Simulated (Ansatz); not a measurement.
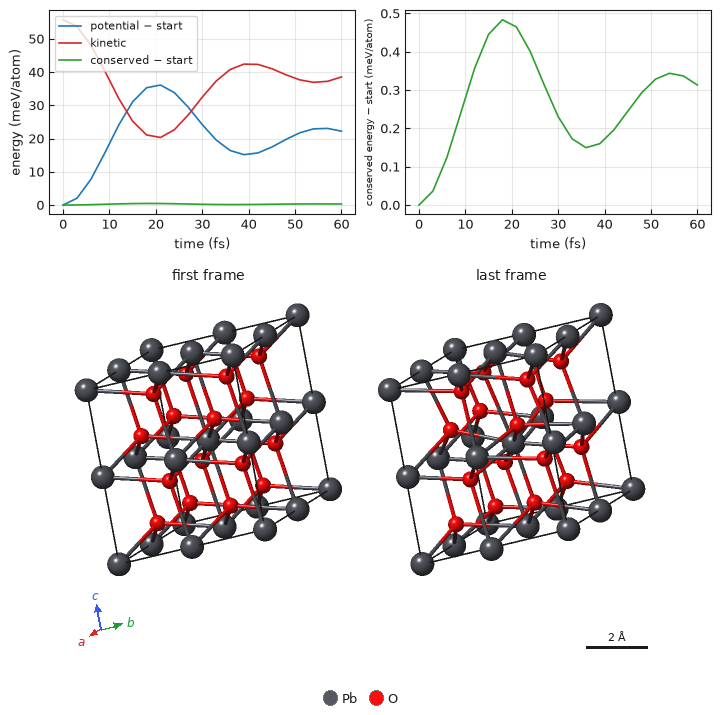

First-principles dynamics of a 24-atom cell of PbO₂ (built on the fluorite type), 60 fs long. A ball-and-stick model of the reduced simulation cell, seen slightly off an axis. Bonds to atoms that aren't drawn are left out. Lengths and directions refer to the drawn axes.

Method: DFT, PBEsol, plane waves, PAW in Ansatz 0.2.0. Settings: plane-wave cutoff 420 eV; k-point mesh 2 × 2 × 2; Fermi-Dirac smearing 0.039 eV; Nosé-Hoover thermostat (NVT); set temperature 450 K; time step 3 fs.

### How well is the energy conserved, and can the run be trusted?

The conserved quantity stays between 0 and 0.48 meV per atom of its start. A straight-line fit has a slope that amounts to +0.11 meV per atom over 60 fs (0.3 % of the mean kinetic energy), its mean offset in the second half is 0.7 %, and the ripple about the line is 1.3 % of the kinetic energy's fluctuation. With a drift under 2 % and a ripple under 7 %, the integration is accurate. The mean temperature in the second half is 313 K (standard deviation 22 K). That is still far from the set 450 K: the thermostat hasn't settled it within this run. The temperature is still climbing (188 K in the second quarter, 306 K in the last), so the run isn't equilibrated. The potential energy in the second half lies on average 19.8 meV per atom above the first frame.

Limits of the set-up: the k-point mesh is coarse for a cell with partly filled bands.
